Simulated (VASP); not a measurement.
PtSe2, space group P-3m1 (No. 164), a = 3.766 Å, b = 3.766 Å, c = 4.820 Å, α = 90.00°, β = 90.00°, γ = 120.00°

```
site  Wyckoff       x       y       z
  Pt       1a  0.0000  0.0000  0.0000
  Se       2d  0.6667  0.3333  0.7369
```

Origin: the geometry relaxed with VASP 6.6.1, VASP Kohn-Sham DFT of a periodic cell, PBEsol, VASP PAW PBE potentials, recommended.

**Describe the coordination of Pt.**

PtSe6: a slightly distorted octahedron (coordination number 6, S = 0.76; next best trigonal prism, S = 16.5). Bonds: 6 × Pt–Se 2.52 Å. The next neighbour, not counted, lies at 3.77 Å.

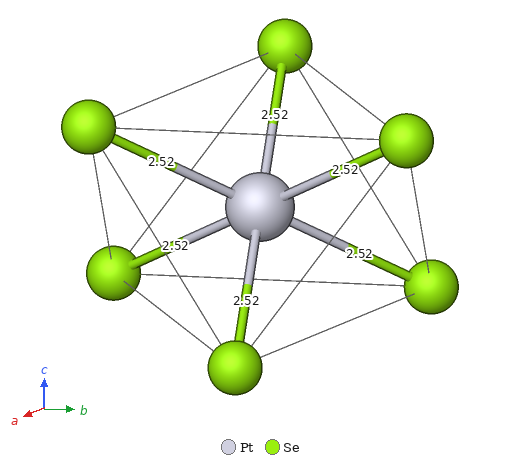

The polyhedron about Pt. Continuous shape measures are computed against ideal polyhedra (0 is ideal; above about 3 the distortion is strong).
